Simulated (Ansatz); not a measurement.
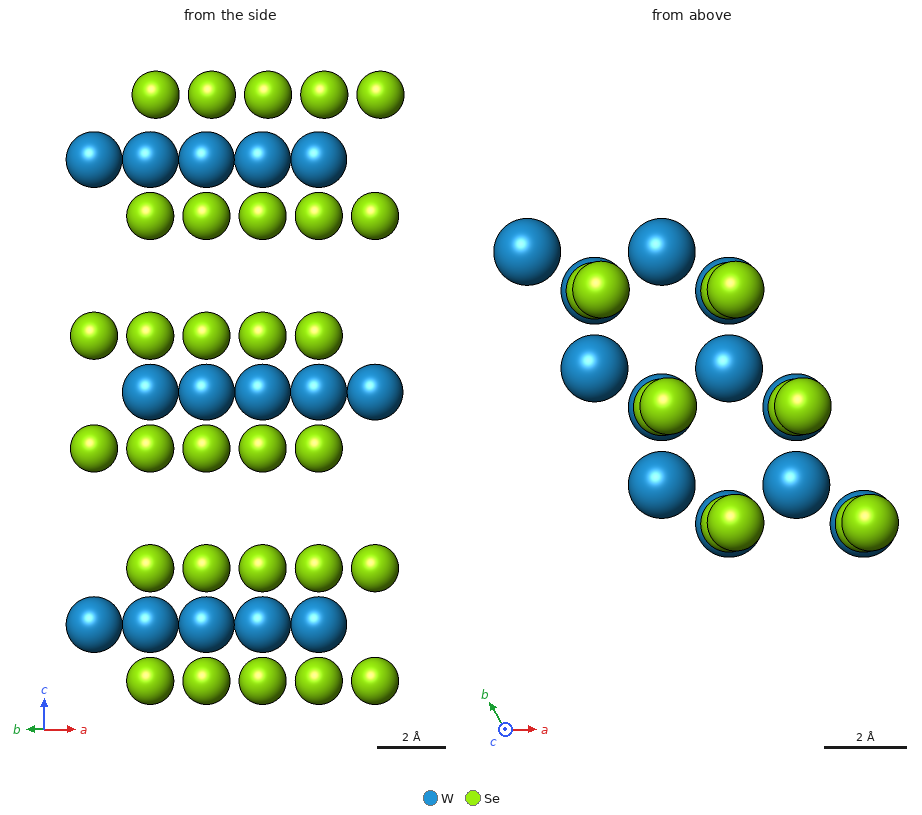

A spheres-only picture of a periodic slab, seen from the side and from above. The surface normal points up in side views; the vacuum is left out. 2×3 cells are drawn in the plane, with atoms at the edges repeated.

The cell holds 3 W, 6 Se.

### Name the terminations.

The top face ends in Se, the bottom face in Se. The two faces are alike.

### Give the thickness from the bottom atom to the top atom.

About 17 Å from the lowest to the highest atom.

### Go down through the slab and list the planes.

Nine planes: Se / W / Se / Se / W / Se / Se / W / Se.

It goes back to a structure listed in the Materials Project. The cell was then strained or its atoms displaced on purpose. An electronic-structure calculation with Ansatz was run on it.

At this level of theory the run's own cell isn't at rest (forces up to 3.0 eV/Å), so its distances can differ from those at equilibrium, the more so the softer the solid.
